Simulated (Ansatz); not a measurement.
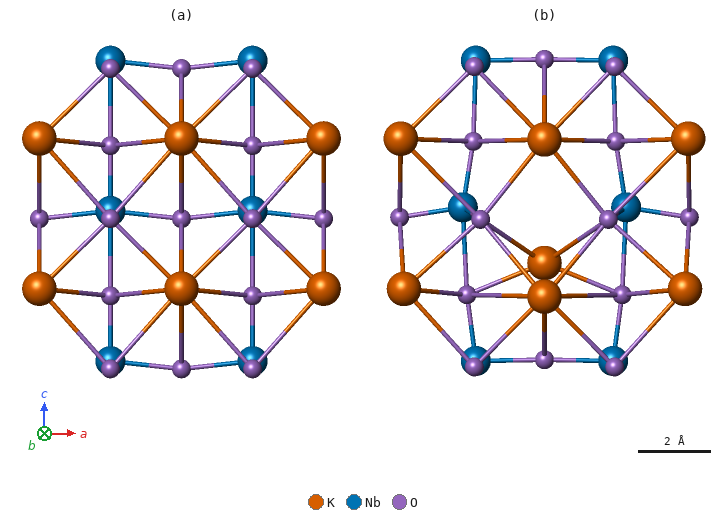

Left: perfect KNbO$_{3}$. Right: the same region with one point defect, after relaxing the atoms in a supercell of 40 sites. Style: ball-and-stick. Shown: the atoms within 5.4 Å of one point, in a slice 4.2 Å thick across the line of sight, along the b axis.

Computed with DFT PBE, scalar-relativistic, plane waves, PAW in Ansatz. Set-up: plane-wave cutoff 420 eV; k-point mesh 2 × 2 × 2; occupations gaussian; smearing width 0.01 eV; collinear spin. The cell is small and the k-mesh coarse, so the numbers are rough. The axes drawn are those of the host's conventional cell.

Question: Which defect is it?

Answer: An oxygen atom is replaced by potassium.

The charge state of the cell is 0.

Question: What does the relaxation do around it?

Answer: In the host the O atom has 2 Nb at 2.01 Å; the K atom ends with 3 O at 2.35 to 2.72 Å, 2 K at 2.64 Å, 2 Nb at 2.78 Å. Of the host's atoms, a potassium atom moves furthest from its site, by 0.52 Å. The K atom itself moves 1.24 Å from where it was put. Relaxing the atoms from the host's sites lowers the energy by 6.00 eV. At a tolerance of 0.02 Å the relaxed supercell has space group Fmm2.
